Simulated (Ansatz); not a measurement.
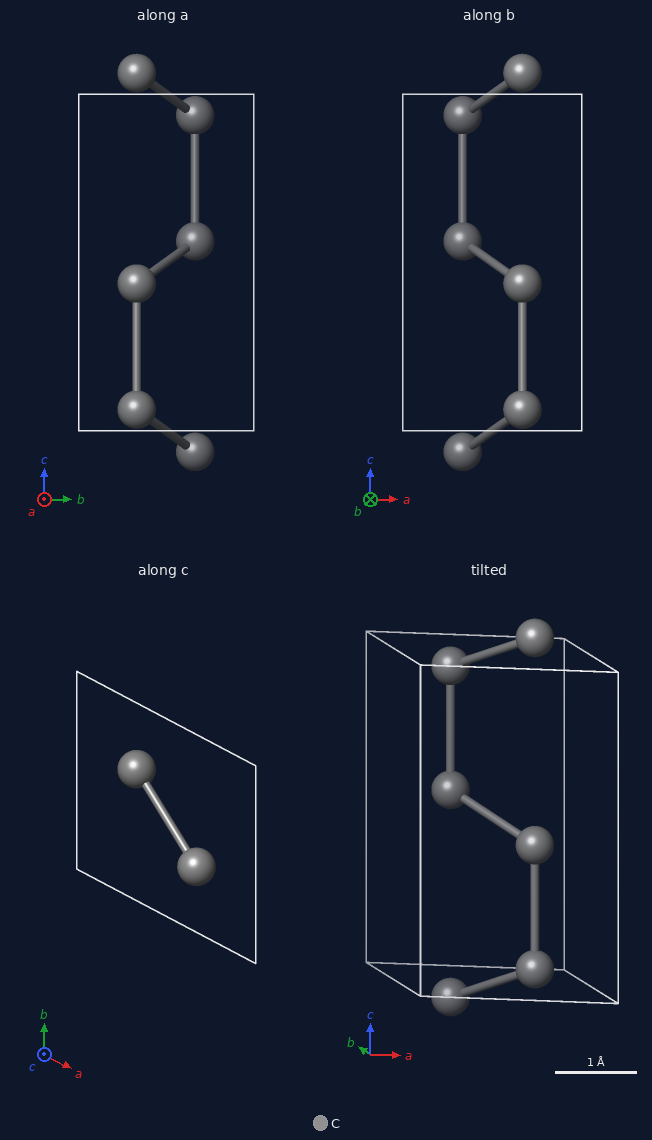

Ball-and-stick model, viewed along the a axis, along the b axis, along the c axis and slightly off an axis. The frame is the unit cell; atoms at its boundary are shown with their periodic copies.

Lattice parameters: a = 2.504 Å, b = 2.449 Å, c = 4.169 Å, α = 90.00°, β = 90.00°, γ = 117.84°. Put a along x and b in the xy plane.

**Transcribe the picture into a POSCAR file, with free fractional coordinates to two decimals.**

```
C
1.0
     2.504    0.000    0.000
    -1.144    2.166    0.000
     0.000    0.000    4.169
C
4
Direct
  0.67 0.33 0.06
  0.67 0.33 0.44
  0.33 0.67 0.56
  0.33 0.67 0.94
```

The structure was taken from a structure type filled with this element by a generator (whether the element takes this form wasn't checked). The cell was then strained or its atoms displaced on purpose. It went into a calculation with Ansatz.
